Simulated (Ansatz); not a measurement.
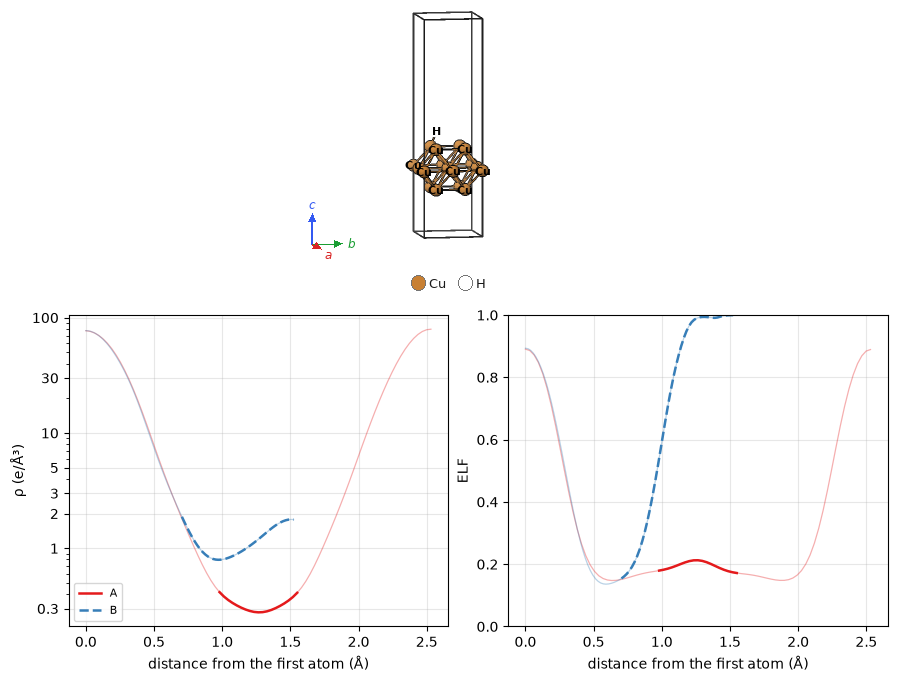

Cu12H (slab). Valence pseudo-density and ELF along straight lines between neighbouring atoms. Thin, pale parts lie inside the atomic spheres. The structure is drawn too.

A point of a scan over the structure, not its minimum; computed without spin polarisation; PAW files of the earlier set (soft_1).

Method: DFT PBE, scalar-relativistic, plane waves, PAW in Ansatz 0.2.0.

The density is the valence pseudo-density of a PAW calculation; it isn't the true density close to the nuclei.

Input

```
crystal:
  lattice:
    - [5.1319544695, 0.0, 0.0]
    - [0.0, 5.1319544695, 0.0]
    - [0.0, 0.0, 19.0279316189]
  atoms:
    - { symbol: Cu, position: [0.25, 0.25, 0.2102172785] }
    - { symbol: Cu, position: [0.25, 0.75, 0.2102172785] }
    - { symbol: Cu, position: [0.75, 0.25, 0.2102172785] }
    - { symbol: Cu, position: [0.75, 0.75, 0.2102172785] }
    - { symbol: Cu, position: [0.0, 0.0, 0.3029241302] }
    - { symbol: Cu, position: [0.0, 0.5, 0.3029241302] }
    - { symbol: Cu, position: [0.5, 0.0, 0.3029241302] }
    - { symbol: Cu, position: [0.5, 0.5, 0.3029241302] }
    - { symbol: Cu, position: [0.25, 0.25, 0.3956253244] }
    - { symbol: Cu, position: [0.25, 0.75, 0.3956253244] }
    - { symbol: Cu, position: [0.75, 0.25, 0.3956253244] }
    - { symbol: Cu, position: [0.75, 0.75, 0.3956253244] }
    - { symbol: H, position: [0.3333333333, 0.3333333333, 0.4690855915] }
basis:
  ecutwfc: 420
kpoints:
  mp_grid: { grid: [5, 5, 1] }
hamiltonian:
  xc: pbe
  pseudopotentials: { kind: paw, azcp: { folder: soft_1 } }
scf:
  occupations: { method: gaussian, width: 0.1 }
output:
  forces: true
  eigenvalues: true
  write_density: true
  write_potential: true
  elf: true
  volumetric_format: npy
relax:
  adjacent_minimum: "off"
  f_tol: 0.025
  max_steps: 16
  constraints:
    - { sites: [0, 1, 2, 3, 4, 5, 6, 7, 8, 9, 10, 11] }
    - { sites: [12], fix: xy }
efield:
  axis: 3
  dipole_correction: true
  ramp_width: 0.04
```

Launched as:

```sh
ansatz run input.yaml --threads 4 --pin off --max-ram 12288MiB --backend cpu --events-out ev --progress --plain --runs-dir out
```

**Which curve belongs to which contact (Cu–Cu and Cu–H)? The first atom named is at distance zero.**

Curve A: Cu–Cu (2.53 Å): the density is about 0.28 e/Å³ at the midpoint; the ELF is about 0.20 at the midpoint: no shared electron pair shows on this line. Curve B: Cu–H (1.52 Å): ρ at the midpoint is about 1.4 e/Å³; the ELF climbs to about 1 towards the hydrogen.
